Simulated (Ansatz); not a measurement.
# Energy of Yb along an even scaling of the cell

System: Yb (Fm-3m, 1 atom in the cell).
Method: Kohn-Sham DFT of a periodic cell, PBE, Ansatz PAW, spin-polarised (Ansatz 0.2.0).

The 5 runs differ only in the geometry, by an even scaling of the cell at fixed fractional positions. The structure derives from an entry of the Crystallography Open Database.

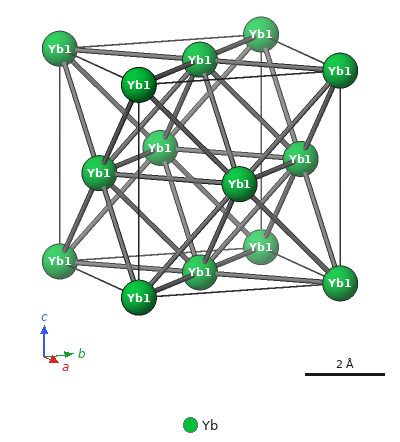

Figure 1. The structure of run 3 (ball-and-stick view of the cell 4 times as large as that of the calculation, set on its symmetry axes, seen slightly off an axis; atoms are numbered from 1 in the order of the input).

**Input of run 3**
```yaml
crystal:
  lattice:
    - [0.0, 2.7612667546, 2.7612667546]
    - [2.7612667546, 0.0, 2.7612667546]
    - [2.7612667546, 2.7612667546, 0.0]
  atoms:
    - { symbol: Yb, position: [0.0, 0.0, 0.0], spin: 1.0 }
hamiltonian:
  xc: pbe
  pseudopotentials: { kind: paw }
magnetization:
  spin_polarized: true
kpoints:
  mp_grid: { grid: [8, 8, 8] }
scf:
  occupations: { method: fermi_dirac, width: 0.05 }
output:
  forces: true
  stress: true
  eigenvalues: true
```

Command:
```bash
ansatz run input.yaml --threads 1 --pin off --max-ram 2560MiB --backend cpu --events-out ev --progress --plain --runs-dir out
```

Run 2 differs from it as follows:
```diff
-    - [0.0, 2.7612667546, 2.7612667546]
-    - [2.7612667546, 0.0, 2.7612667546]
-    - [2.7612667546, 2.7612667546, 0.0]
+    - [0.0, 2.7246893782, 2.7246893782]
+    - [2.7246893782, 0.0, 2.7246893782]
+    - [2.7246893782, 2.7246893782, 0.0]
```

**Results, with one run withheld**

| run | volume per atom (Å³) | free energy per atom, from the lowest run given (meV) | pressure (GPa) |
| --- | --- | --- | --- |
| 1 | 39.630 | 0.00 | −1.67 |
| 2 | 40.456 | ? | ? |
| 3 | 42.107 | 31.31 | −2.34 |
| 4 | 42.933 | 43.84 | −2.52 |
| 5 | 43.758 | 57.23 | −2.68 |

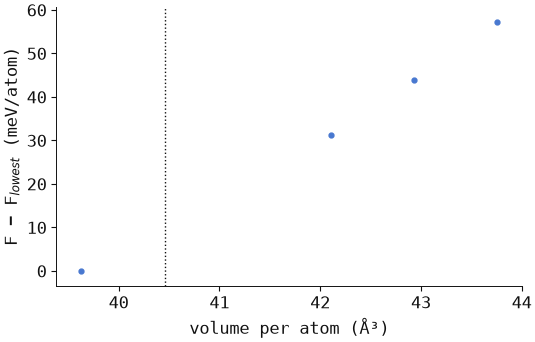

Figure 2. Free energy per atom of the runs given; the dotted line marks run 2.

What should run 2 give?

A quadratic polynomial in V^(−2/3) (the Birch–Murnaghan form), fitted to the 4 runs given, misses them by at most 0.01 meV per atom. With x = V^(−2/3) − 0.08269 Å⁻², it reads F = 30.553 − 11095 x + 5.8314e+05 x² (meV per atom). At run 2 it gives 9.26 meV per atom, and the run itself gives 9.25. The slope of the fit gives a pressure −dF/dV of −1.92 GPa there, and the run prints −1.92 GPa. The fit has no minimum inside this range.

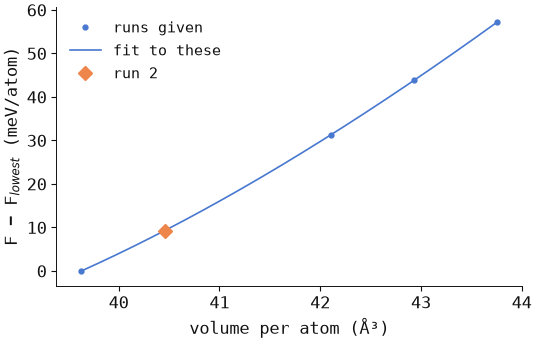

Figure 3. The fit and the withheld run.

**Output, shortened to warnings, some set-up lines, iterations and results (run 2)**
```
Warning: where an SCF of this run starts from atoms to list the orders of its open shells, Yb (site 0, from 0) starts with 0.44 μB on its 4f shell and 0.44 μB on its 5d shell, in the place of the 1.00 μB that the deck gives it: its open shells can hold no more by Hund's first rule. To start from spheres of the given moment, type scf.initial_density.shell_occupations: []
WARN: the starting moments were not kept: the SCF closed with an absolute magnetisation of 8.0e-6 μB, where they sum to 1 μB in size (1 site). That is at most 0.1 of that sum. Measured as dr2_m measures the in/out step, that magnetisation stands 7.9e-12 eV from none, at or under the dr2_threshold of 1.0e-7 eV: it is no larger than a step whose dr2_m would equal this threshold. The system may hold …
Basis set: ecut = 420 eV, 749 PW (Γ), exchange–correlation on 54×54×54 points (8 copies of the dense FFT grid, shifted against one another)
Symmetry: 48 space group operations
k-points: 29 of 512
Initial density: superposition of atomic densities (chi_scale 0.1, normalization cell)
[...]
SCF iter   1: F=—  HF=-13794.848562 eV  |F-HF|=—  |Δ(HF+E_count)|=         —  Δρ=2.68e-2 (↑2.68e-2 ↓2.30e-2)  dr2=4.89e-2  dr2_m=2.24e-1  M=0.312 μB ∫|m|=0.312 μB  β_m=0.30  …
SCF iter   2: F=—  HF=-13794.863568 eV  |F-HF|=—  |Δ(HF+E_count)|=   1.50e-2  Δρ=2.11e-2 (↑2.06e-2 ↓2.11e-2)  dr2=2.88e-2  dr2_m=1.56e-1  M=0.243 μB ∫|m|=0.243 μB  β_m=0.47  …
SCF iter   3: F=—  HF=-13795.024818 eV  |F-HF|=—  |Δ(HF+E_count)|=   1.61e-1  Δρ=1.00e-2 (↑1.00e-2 ↓2.78e-3)  dr2=2.20e-2  dr2_m=1.33e-2  M=0.048 μB ∫|m|=0.077 μB  β_m=0.46  …
SCF iter   4: F=—  HF=-13794.978780 eV  |F-HF|=—  |Δ(HF+E_count)|=   4.60e-2  Δρ=9.30e-3 (↑9.30e-3 ↓1.64e-3)  dr2=2.56e-2  dr2_m=9.98e-3  M=0.006 μB ∫|m|=0.050 μB  β_m=0.73  …
SCF iter   5: F=—  HF=-13794.982008 eV  |F-HF|=—  |Δ(HF+E_count)|=   3.23e-3  Δρ=4.07e-3 (↑2.40e-3 ↓4.07e-3)  dr2=1.58e-2  dr2_m=3.48e-4  M=0.021 μB ∫|m|=0.042 μB  β_m=0.87  …
[... 5 lines ...]
SCF iter  11: F=—  HF=-13795.002960 eV  |F-HF|=—  |Δ(HF+E_count)|=   7.00e-7  Δρ=9.24e-6 (↑2.43e-6 ↓9.24e-6)  dr2=4.34e-8  dr2_m=6.29e-9  M=0.000 μB ∫|m|=0.000 μB  β_m=0.99  …
SCF iter  12: F=—  HF=-13795.002960 eV  |F-HF|=—  |Δ(HF+E_count)|=   1.38e-7  Δρ=3.54e-6 (↑1.25e-6 ↓3.54e-6)  dr2=4.25e-9  dr2_m=1.84e-9  M=0.000 μB ∫|m|=0.000 μB  β_m=0.99  …
SCF iter  13: F=-13795.002960 eV  HF=-13795.002960 eV  |F-HF|=1.49e-8  |Δ(HF+E_count)|=   1.88e-8  Δρ=3.30e-6 (↑3.30e-6 ↓2.55e-6)  dr2=1.17e-8  dr2_m=7.47e-11  M=0.000 μB …
SCF iter  14: F=-13795.002960 eV  HF=-13795.002960 eV  |F-HF|=4.62e-9  |Δ(HF+E_count)|=  3.51e-10  Δρ=1.63e-6 (↑1.60e-6 ↓1.63e-6)  dr2=3.68e-9  dr2_m=3.07e-12  M=0.000 μB …
SCF 1 converged in 14 iterations: F = -13795.002960 eV  dr2 = 3.68e-9
WARN: the starting moments were not kept: the SCF closed with an absolute magnetisation of 8.0e-6 μB, where they sum to 1 μB in size (1 site). That is at most 0.1 of that sum. Measured as dr2_m measures the in/out step, that magnetisation stands 7.9e-12 eV from none, at or under the dr2_threshold …
SCF converged after 14 iterations
Magnetization: 0.0000 μB (12.0000 up, 12.0000 down)
Absolute magnetization: 0.0000 μB (∫|ρ↑−ρ↓|, with the PAW one-centre terms)
Spin contamination: 0.0000 ħ² per cell (⟨S²⟩ above its minimum at these occupations)
Per-site moments (μB) at R_I (Å): [(9.658642571539482e-7, 1.5894832271605464)]
Free energy (F): -13795.002960 eV
Harris-Foulkes:  -13795.002960 eV  (|F-HF|=4.62e-9)
Internal energy: -13794.990722 eV  (E = F + TS)
E sigma→0 (E₀):  -13794.996841 eV
Entropy (-TS):   -0.012238 eV (-12.238 meV/atom)
Fermi energy:    9.284189 eV
--- Per-component energies (eV) ---
  E_band       = -33.797322
  E_kinetic    = 350.955439
  E_local      = -6535.558355  (includes V_loc(G=0)·N_el)
  E_nonlocal   = 554.524992
  E_hartree    = 2842.149714
  E_xc         = -161.581854
  E_vxc        = -201.041923  (∫ρ·V_xc dr)
  E_paw        = -7356.299102  (= ΣΔE_a)
  E_vpaw       = 113.016603  (= ΣTr[D̂ρ^β])
[...]
```

Warnings of the run: some starting moments were not kept.
